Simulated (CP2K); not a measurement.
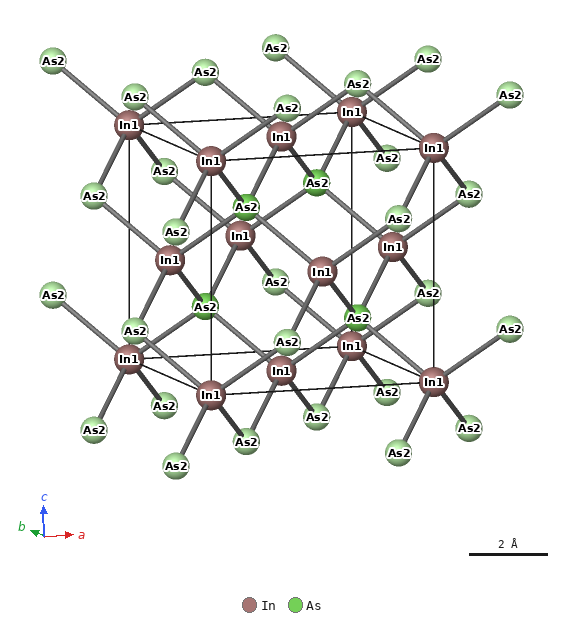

*The structure (ball-and-stick view of the cell 4 times as large as that of the calculation, set on its symmetry axes, seen slightly off an axis; neighbours outside the cell are drawn fainter; atoms are numbered from 1 in the order of the input).*

**Single-point calculation, with input and output: InAs**

The run: single-point calculation of InAs (F-43m, 2 atoms in the cell). Method and program: with the settings of its input (CP2K 2026.2).

The structure derives from an entry of the Crystallography Open Database. The geometry comes from this level: r2SCAN. It belongs to a series of runs on one base structure; here: XC_FUNCTIONAL = BP.

What the program printed:
```
yd34r5

 CP2K| version string:                                       CP2K version 2026.2
 CP2K|            -lib tblite libvori libbqb
 CP2K| Input file name                                                   run.inp

 GLOBAL| Force Environment number                                              1
 GLOBAL| Cholesky decomposition library                                ScaLAPACK
 GLOBAL| Direct generalized diagonalization requested                          F
 GLOBAL| Matrix multiplication library                                 ScaLAPACK

 GENERATE|  Preliminary Number of Bonds generated:                             0
 GENERATE|  Achieved consistency in connectivity generation.

 *******************************************************************************
 *******************************************************************************
 **                                                                           **
 **     #####                         ##              ##                      **
 **    ##   ##            ##          ##              ##                      **
 **   ##     ##                       ##            ######                    **
 **   ##     ##  ##   ##  ##   #####  ##  ##   ####   ##    #####    #####    **
 **   ##     ##  ##   ##  ##  ##      ## ##   ##      ##   ##   ##  ##   ##   **
 **   ##  ## ##  ##   ##  ##  ##      ####     ###    ##   ######   ######    **
 **    ##  ###   ##   ##  ##  ##      ## ##      ##   ##   ##       ##        **
 **     #######   #####   ##   #####  ##  ##  ####    ##    #####   ##        **
 **           ##                                                    ##        **
 **                                                                           **
 **                                                ... make the atoms dance   **
 **                                                                           **
 **                      J. Chem. Phys. 152, 194103 (2020)                    **
 **                                                                           **
 *******************************************************************************

 TOTAL NUMBERS AND MAXIMUM NUMBERS

  Total number of            - Atomic kinds:                                   2
                             - Atoms:                                          2
                             - Shell sets:                                     2
                             - Shells:                                        12
                             - Primitive Cartesian functions:                 10
                             - Cartesian basis functions:                     44
                             - Spherical basis functions:                     38

  Maximum angular momentum of- Orbital basis functions:                        3
                             - Local part of the GTH pseudopotential:          0
                             - Non-local part of the GTH pseudopotential:      4

 SCF PARAMETERS         Density guess:                                    ATOMIC
                        --------------------------------------------------------
                        max_scf:                                              80
                        max_scf_history:                                       0
                        max_diis:                                              4
                        --------------------------------------------------------
                        eps_scf:                                        1.00E-06
                        eps_scf_history:                                0.00E+00
                        eps_diis:                                       1.00E-01
                        eps_eigval:                                     1.00E-05
                        --------------------------------------------------------
                        level_shift [a.u.]:                             0.000000
                        added MOs                                         8    0
                        --------------------------------------------------------
                        Mixing method:                            BROYDEN_MIXING
                                                charge density mixing in g-space
                        --------------------------------------------------------
                        Smear method:                                FERMI_DIRAC
                        Electronic temperature [K]:                        232.0
                        Electronic temperature [a.u.]:                  7.35E-04
                        Accuracy threshold:                             1.00E-10
                        --------------------------------------------------------
                        No outer SCF

 Extrapolation method: initial_guess

 Number of electrons:                                                         18
 Number of occupied orbitals:                                                  9
 Number of molecular orbitals:                                                17

 Number of orbital functions:                                                 38
 Number of independent orbital functions:                                     38

 SCF WAVEFUNCTION OPTIMIZATION

  ------------------------------------------------------------------------------
     1 NoMix/Diag. 0.30E+00    0.5     1.12779428       -62.7888539343 -6.28E+01
     2 Broy./Diag. 0.30E+00    0.7     0.10026867       -62.7506544526  3.82E-02
     3 Broy./Diag. 0.30E+00    0.7     0.09481811       -62.7202250683  3.04E-02
     4 Broy./Diag. 0.30E+00    0.7     0.01570671       -62.7150452298  5.18E-03
     5 Broy./Diag. 0.30E+00    0.7     0.00096313       -62.7274974496 -1.25E-02
     6 Broy./Diag. 0.30E+00    0.7     0.00050658       -62.7219732773  5.52E-03
     7 Broy./Diag. 0.30E+00    0.7     0.00019930       -62.7195463578  2.43E-03
     8 Broy./Diag. 0.30E+00    0.8     0.00017595       -62.7199990548 -4.53E-04
     9 Broy./Diag. 0.30E+00    0.7     0.00000157       -62.7202297329 -2.31E-04
    10 Broy./Diag. 0.30E+00    0.7     0.00000123       -62.7202331556 -3.42E-06
    11 Broy./Diag. 0.30E+00    0.7     0.00000083       -62.7202327661  3.89E-07

  *** SCF run converged in    11 steps ***

  Electronic density on regular grids:        -17.9999999976        0.0000000024
  Core density on regular grids:               17.9999999975       -0.0000000025
  Total charge density on r-space grids:       -0.0000000001
  Total charge density g-space grids:          -0.0000000001

  Overlap energy of the core charge distribution:               0.00000000086626
  Self energy of the core charge distribution:               -103.51323037769340
  Core Hamiltonian energy:                                     31.21225160856790
  Hartree energy:                                              18.69688885949953
  Exchange-correlation energy:                                 -9.11612041028907
  Electronic entropic energy:                                  -0.00002244709288
  Fermi energy:                                                 0.15131223039235

  Total energy:                                               -62.72023276614167
  Total energy (extrapolated to T->0):                        -62.72022154259523

 KPOINTS| Band Structure Calculation
 KPOINTS| Number of k-point sets                                               6
 KPOINTS| Number of added MOs/bands                                            6
 KPOINTS| Number of k-points in set    1                                       1
 KPOINTS| In units of b-vector [2pi/Bohr]
 KPOINTS| Special point     1 not specifi     0.000000     0.000000     0.000000
 KPOINTS| Time for k-point line                                            0.003
 KPOINTS| Number of k-points in set    2                                       1
 KPOINTS| In units of b-vector [2pi/Bohr]
 KPOINTS| Special point     1 not specifi    -0.500000    -0.500000     0.000000
 KPOINTS| Time for k-point line                                            0.003
 KPOINTS| Number of k-points in set    3                                       1
 KPOINTS| In units of b-vector [2pi/Bohr]
 KPOINTS| Special point     1 not specifi    -0.375000    -0.375000     0.250000
 KPOINTS| Time for k-point line                                            0.003
 KPOINTS| Number of k-points in set    4                                       1
 KPOINTS| In units of b-vector [2pi/Bohr]
 KPOINTS| Special point     1 not specifi    -0.375000     0.000000     0.375000
 KPOINTS| Time for k-point line                                            0.003
 KPOINTS| Number of k-points in set    5                                       1
 KPOINTS| In units of b-vector [2pi/Bohr]
 KPOINTS| Special point     1 not specifi     0.000000     0.000000     0.500000
 KPOINTS| Time for k-point line                                            0.003
 KPOINTS| Number of k-points in set    6                                       1
 KPOINTS| In units of b-vector [2pi/Bohr]
 KPOINTS| Special point     1 not specifi    -0.500000    -0.250000     0.250000
 KPOINTS| Time for k-point line                                            0.003

 ENERGY| Total FORCE_EVAL ( QS ) energy [hartree]            -62.720232026769750

 FORCES| Atomic forces [hartree/bohr]
 FORCES|   Atom     x               y               z               |f|
 FORCES|      1 -1.46698757E-09 -8.90822752E-10  1.21848961E-08   1.23051741E-08
 FORCES|      2  3.04287912E-09  1.80215611E-09 -1.15535044E-08   1.20826464E-08
 FORCES| Sum     1.57589155E-09  9.11333358E-10  6.31391725E-10
 FORCES| Total atomic force                                       1.92681556E-09

 STRESS| Analytical stress tensor [bar]
 STRESS|                        x                   y                   z
 STRESS|      x        3.29820663872E+04   8.09998638423E-02   5.72755596055E-02
 STRESS|      y        8.09998638423E-02   3.29819738315E+04   3.48755118855E-02
 STRESS|      z        5.72755596055E-02   3.48755118855E-02   3.29819398736E+04
 STRESS| 1/3 Trace                                             3.29819933641E+04
 STRESS| Determinant                                           3.58782044138E+13

 STRESS| Eigenvectors and eigenvalues of the analytical stress tensor [bar]
 STRESS|                        1                   2                   3
 STRESS| Eigenvalues   3.29819168099E+04   3.29819269993E+04   3.29821362831E+04
 STRESS|      x          -0.210219976572     -0.536313849744      0.817419730630
 STRESS|      y          -0.275160681599      0.834761532793      0.476927439629
 STRESS|      z           0.938133338472      0.124662095047      0.323056034313
```

The run was set up as follows.

Input file:
```
&GLOBAL
 PROJECT run
 RUN_TYPE ENERGY_FORCE
 PRINT_LEVEL LOW
&END GLOBAL
&FORCE_EVAL
 METHOD QS
 STRESS_TENSOR ANALYTICAL
 &DFT
  BASIS_SET_FILE_NAME BASIS_MOLOPT
  POTENTIAL_FILE_NAME GTH_POTENTIALS
  &QS
   EXTRAPOLATION USE_GUESS
  &END QS
  &MGRID
   CUTOFF 350
   REL_CUTOFF 50
  &END MGRID
  &XC
   &XC_FUNCTIONAL BP
   &END XC_FUNCTIONAL
  &END XC
  &KPOINTS
   SCHEME MONKHORST-PACK 5 5 5
   SYMMETRY F
   FULL_GRID F
  &END KPOINTS
  &SCF
   ADDED_MOS 8
   EPS_SCF 1e-6
   MAX_SCF 80
   &DIAGONALIZATION
   &END DIAGONALIZATION
   &MIXING
    METHOD BROYDEN_MIXING
    ALPHA 0.3
   &END MIXING
   &SMEAR
    METHOD FERMI_DIRAC
    ELECTRONIC_TEMPERATURE [K] 232
   &END SMEAR
   &PRINT
    &ITERATION_INFO
    &END ITERATION_INFO
   &END PRINT
  &END SCF
  &PRINT
   &BAND_STRUCTURE
    FILE_NAME bands.bs
    ADDED_MOS 6
    &KPOINT_SET
     UNITS B_VECTOR
     SPECIAL_POINT 0.00000000 0.00000000 0.00000000
     NPOINTS 0
    &END KPOINT_SET
    &KPOINT_SET
     UNITS B_VECTOR
     SPECIAL_POINT -0.50000000 -0.50000000 0.00000000
     NPOINTS 0
    &END KPOINT_SET
    &KPOINT_SET
     UNITS B_VECTOR
     SPECIAL_POINT -0.37500000 -0.37500000 0.25000000
     NPOINTS 0
    &END KPOINT_SET
    &KPOINT_SET
     UNITS B_VECTOR
     SPECIAL_POINT -0.37500000 0.00000000 0.37500000
     NPOINTS 0
    &END KPOINT_SET
    &KPOINT_SET
     UNITS B_VECTOR
     SPECIAL_POINT 0.00000000 0.00000000 0.50000000
     NPOINTS 0
    &END KPOINT_SET
    &KPOINT_SET
     UNITS B_VECTOR
     SPECIAL_POINT -0.50000000 -0.25000000 0.25000000
     NPOINTS 0
    &END KPOINT_SET
   &END BAND_STRUCTURE
  &END PRINT
 &END DFT
 &SUBSYS
  &CELL
   A 4.31984486 0.00000000 0.00000000
   B 2.15992243 3.74109538 0.00000000
   C 2.15992243 1.24703180 3.52713855
  &END CELL
  &COORD
   SCALED
   In -0.00000000 0.00000000 0.00000000
   As 0.25000000 0.25000000 0.25000000
  &END COORD
  &KIND In
   BASIS_SET DZVP-MOLOPT-SR-GTH
   POTENTIAL GTH-PBE
  &END KIND
  &KIND As
   BASIS_SET DZVP-MOLOPT-SR-GTH
   POTENTIAL GTH-PBE
  &END KIND
 &END SUBSYS
 &PRINT
  &STRESS_TENSOR
  &END STRESS_TENSOR
  &FORCES
  &END FORCES
 &END PRINT
&END FORCE_EVAL
```

Launch command:
```bash
cp2k.psmp -i run.inp
```

Results in brief:

```tsv
quantity	value
outcome	converged
space group (tolerance 0.01 Å)	F-43m (216)
electrons treated	18
free energy	−1706.7044 eV
band gap	none (metallic)
pressure	3.30 GPa
largest force (length of the vector)	under 0.001 eV/Å
hardware	2 threads of Arm Neoverse V2, 24 GiB of memory available, shared host
wall time	11 s (CPU time 19 s)
peak memory	0.27 GiB
```

Settings chosen away from the usual ones: XC_FUNCTIONAL = BP.
